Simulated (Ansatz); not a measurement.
**Bi (slab): density, localisation and related maps**

```
Bi
1.0
     4.07000    0.00000    0.00000
    -2.03500    3.52472    0.00000
     0.00000    0.00000   28.00000
Bi
2
Cartesian
  0.0000 2.3498 14.9246
  2.0350 1.1749 13.0754
```

Computed with DFT PBE, scalar-relativistic, plane waves, PAW (Ansatz).

In a PAW calculation such maps are meaningful between the atoms, not at the nuclei.

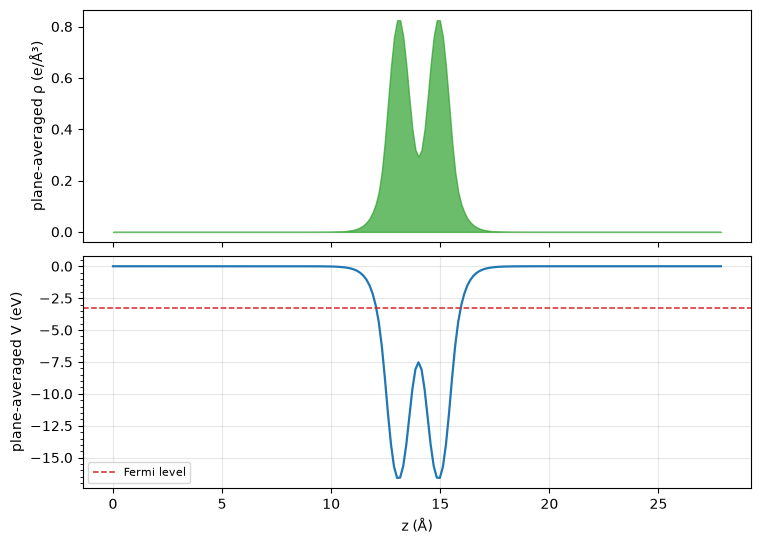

Figure 1. Plane average of the electrostatic potential (local pseudopotential plus Hartree) felt by an electron and of the valence charge density (pseudo) across the slab.

Question: How far above the Fermi level of the calculation is the vacuum level?

Answer: 3.3 eV.

Question: How thick is the slab, and how wide the vacuum?

Answer: The outermost nuclei are 1.8 Å apart, in 2 atomic planes; the vacuum between periodic images is 26.2 Å wide.

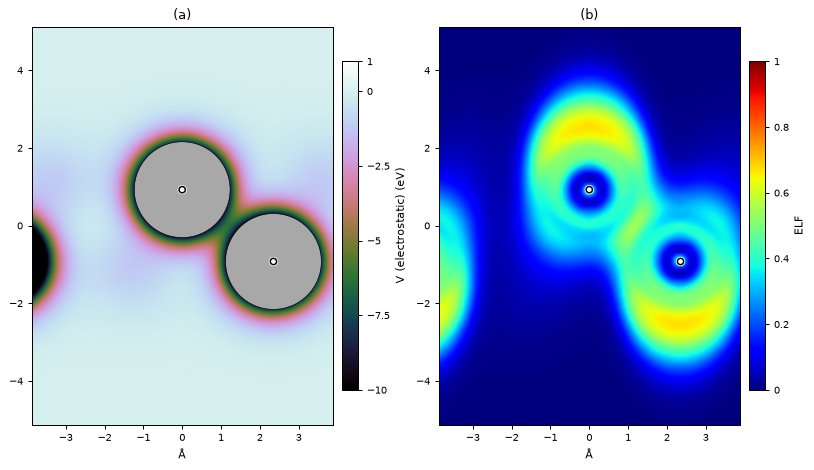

Figure 2. (a) electrostatic potential (local pseudopotential plus Hartree) felt by an electron; (b) electron localisation function on the (110) plane of the calculation cell, a cut from vacuum to vacuum. Circles mark the nuclei in the plane (Bi). Grey discs cover the atomic cores in the potential map.

Question: Read the bonding off the picture.

Answer: The plane passes through Bi nuclei.
Bi–Bi (2.99 Å): the ELF reaches about 0.55 near the midpoint.
Outside the cores the potential energy rises away from the atoms and is highest in the vacuum; its zero is arbitrary.
